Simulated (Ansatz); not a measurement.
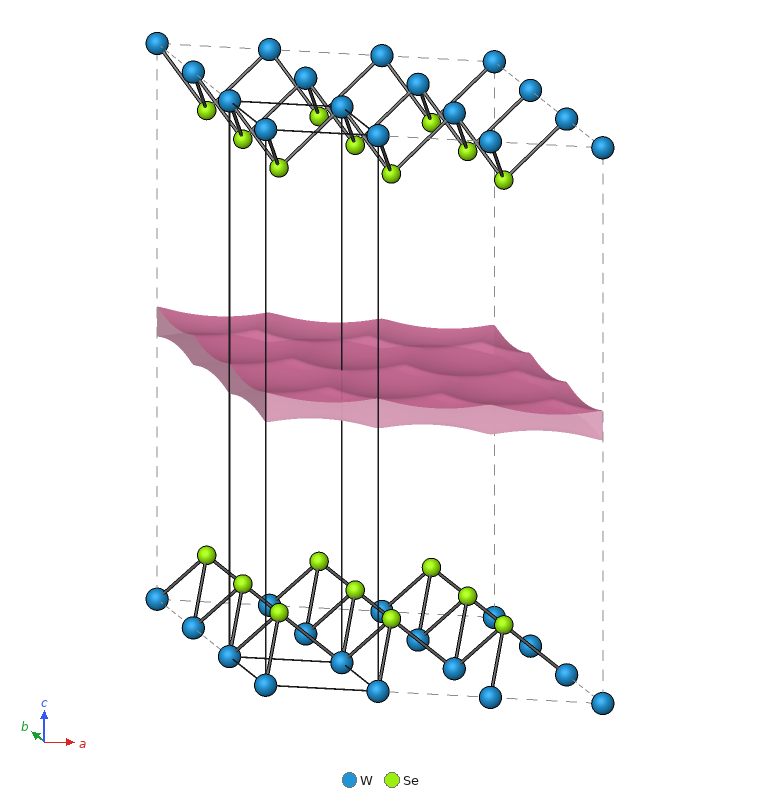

The pink surface encloses the points that the centre of a probe sphere of radius 4.65 Å can occupy in WSe2 (P-6m2, No. 187), computed on a grid of about 0.14 Å (3×3×1 cells shown, view slightly off an axis; pale faces close the region where the box cuts it).

Hard-sphere model; Shannon crystal radii (six-coordinate where tabulated): W 0.80 Å, Se 1.84 Å.

The cell is taken from the input geometry of an electronic-structure calculation (not necessarily at equilibrium).

```cif
data_structure
_symmetry_space_group_name_H-M 'P 1'
_symmetry_Int_Tables_number 1
_cell_length_a 3.3179
_cell_length_b 3.3179
_cell_length_c 16.6581
_cell_angle_alpha 90.000
_cell_angle_beta 90.000
_cell_angle_gamma 120.000
_cell_volume 158.82
loop_
_atom_site_label
_atom_site_type_symbol
_atom_site_fract_x
_atom_site_fract_y
_atom_site_fract_z
_atom_site_occupancy
W1 W 0.00000 0.00000 0.00000 1
Se1 Se 0.33333 0.66667 0.09979 1
Se2 Se 0.33333 0.66667 0.90021 1
```

### Do these regions connect?

Where they connect, they form a two-dimensional network in layers parallel to (001).

### What share of the cell can the probe's centre reach?

About 3.6 % of the volume (5.7 Å³ of 158.8 Å³).

### Give the largest included and the largest free sphere.

The largest sphere that fits anywhere has a diameter of 10.19 Å; the largest that can travel through the crystal, about 10.1 Å.

### How does the connectivity change as the probe shrinks?

Below a radius of about 5.03 Å the space forms a two-dimensional network in layers parallel to (001). Below a radius of about 0.08 Å the space forms a three-dimensional network. These are grid estimates, good to about 0.05 Å.
